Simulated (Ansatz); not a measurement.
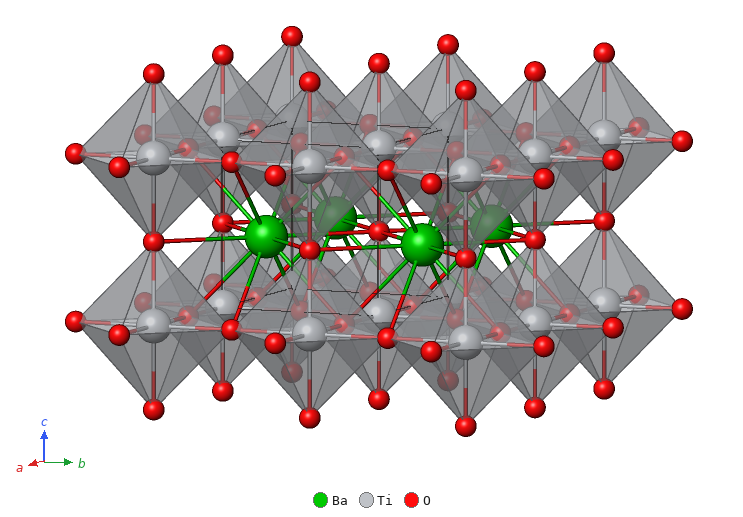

Polyhedral representation of a periodic structure, projected slightly off an axis. The picture spans 2×2×1 cells, one unit cell being drawn with solid lines. A few atoms beyond the faces are included. Cell: a = 3.970 Å, b = 3.970 Å, c = 3.930 Å, α = 90.00°, β = 90.00°, γ = 90.00°.

Describe the arrangement of the atoms.

Formula: BaTiO3. Strictly the space group is P4/mmm (No. 123, within 0.01 Å). It is a distorted form of a primitive cubic structure, space group Pm-3m (No. 221) within 0.25 Å: cubic perovskite. In the cell are 1 Ba, 1 Ti, 3 O, which makes 1 formula unit. The polyhedra are TiO6 octahedra; they share corners. The Ba atoms are each bonded to twelve O in a cuboctahedral arrangement at about 2.8 Å. Ti sits among six O in an octahedral arrangement at about 2.0 Å. Each O has four Ba and two Ti in a distorted octahedral arrangement (about 2.8 Å to Ba, 2.0 Å to Ti). The bonds build a three-dimensional framework.

Starting structure: a structure listed in the Materials Project. The cell was then strained or its atoms displaced on purpose. Ansatz was used for an electronic-structure calculation on it.
